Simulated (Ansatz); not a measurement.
# Run report: Ni, single-point calculation (part 3 of 3)

Ni (27 atoms in the cell); DFT r2SCAN, scalar-relativistic, plane waves, PAW, spin-polarised (Ansatz 0.2.0); cutoff 500 eV, 5×5×5 k-mesh, Gaussian smearing of 0.1 eV, collinear spins. The structure derives from a Materials Project entry. It belongs to a series of runs on one base structure; here: the perfect crystal in a cell of 27 atoms.

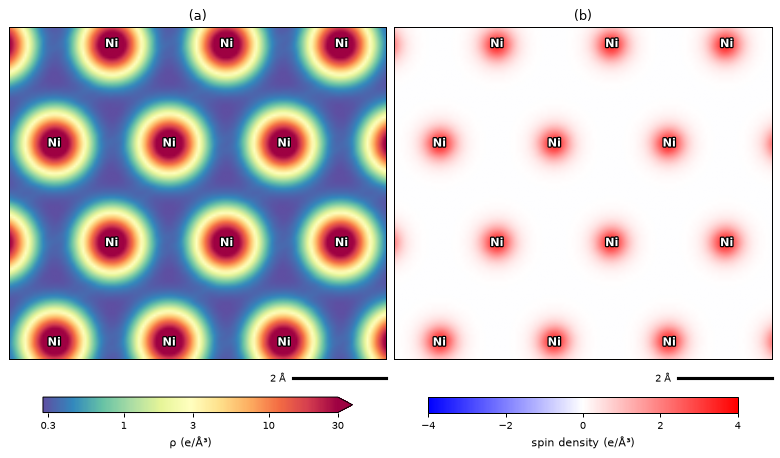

Figure 1. (a) valence charge density (pseudo); (b) magnetisation density (up minus down) on the (100) plane of the calculation cell. Atoms in the plane: Ni. Ni–Ni (2.46 Å): ρ is about 0.35 e/Å³ halfway. Away from the nuclei the density in this plane falls to 0.28 e/Å³ at its lowest. The cell of the calculation (27 atoms) carries 19.2 μB net.

### Summary

```json
{"quantity": "outcome", "value": "converged"}
{"quantity": "space group (tolerance 0.01 Å)", "value": "Fm-3m (225)"}
{"quantity": "electrons treated", "value": "486"}
{"quantity": "free energy", "value": "−157822.9397 eV"}
{"quantity": "Fermi energy", "value": "18.882 eV"}
{"quantity": "gap on the k-point mesh", "value": "none (metallic)"}
{"quantity": "net moment of the cell", "value": "19.22 μB"}
{"quantity": "integrated absolute moment", "value": "23.67 μB"}
{"quantity": "pressure", "value": "−0.52 GPa"}
{"quantity": "largest force (length of the vector)", "value": "under 0.001 eV/Å"}
{"quantity": "hardware", "value": "8 threads of Intel Xeon @ 2.70GHz, 189 GiB of memory available, shared host"}
{"quantity": "wall time", "value": "1.9 min (CPU time 13 min)"}
{"quantity": "peak memory", "value": "5.1 GiB"}
```

The electronic state found may not be the lowest one. The program warns: the state was not tested for a lower one.
